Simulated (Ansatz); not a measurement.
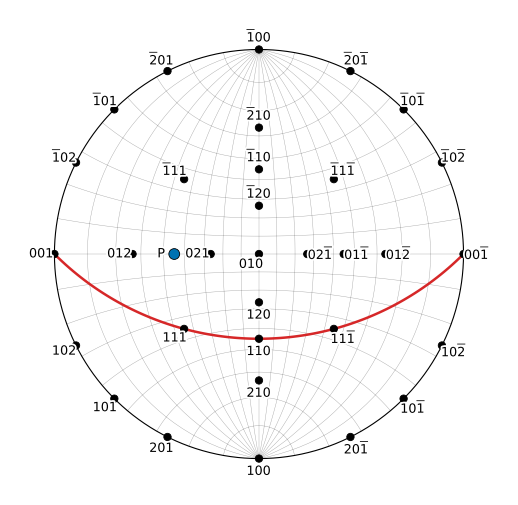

Stereographic projection of plane normals (upper hemisphere) centred on (0 1 0). Crystal: SiRu, the end point of a relaxation with Ansatz, DFT, PBE, plane waves, PAW. The drawing is computed from the coordinates (standard cell, symmetry found to 0.002 Å).

a = 4.736 Å, b = 4.736 Å, c = 4.736 Å, α = 90.00°, β = 90.00°, γ = 90.00°.

Index the pole marked P.

Answer. P is (0 1 1), 45.0° from the centre.

Which zone does the coloured great circle trace?

Answer. The zone [1 −1 0]: its poles satisfy h − k = 0.

What is the angle between the normals of (−2 1 0) and (−1 0 −2), and what are their d_hkl = 1/|g|?

Answer. 66.4°; d = 2.118 Å and 2.118 Å.
